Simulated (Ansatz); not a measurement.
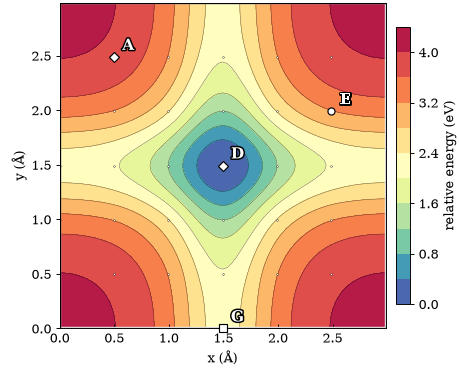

N on a Ta(100) slab cut from the Fm-3m phase, its upper half relaxed before the scan (12 atoms of substrate and one adsorbate in a 2 × 2 cell). N is moved over the surface cell; relaxed at each place: the height of the adsorbate's atoms; substrate rigid; the origin of the map has the adsorbate above Ta9. Places are given modulo a cell vector. The map is drawn in real space over the plane of the surface. The grid has 6 × 6 points; 10 points were computed and 26 follow by symmetry. Places are given in fractions of the 1 × 1 surface cell. Energies are in eV, from the lowest grid point. Method: Ansatz 0.2.0, DFT PBE, scalar-relativistic, plane waves, PAW. Settings: cutoff 420 eV, k-mesh 5×5×1, gaussian smearing 0.1 eV, no spin polarisation.

In the figure: filled contours, dots at the grid points, the outline of one cell of the plane, lettered points. Between grid points the surface is interpolated.

Q: Is E the lowest point of the computed grid?

A: No. E lies 3.18 eV above the lowest grid point, which is at a fourfold hollow over a second-layer Ta atom, (3/6, 3/6) of the cell vectors.

Q: What kind of point is each of D, G: minimum, saddle, maximum or slope?

A: D: minimum; G: saddle point. (In these two coordinates alone; a stationary point may lie a little off the grid point.)

PAW datasets: the set soft_1.
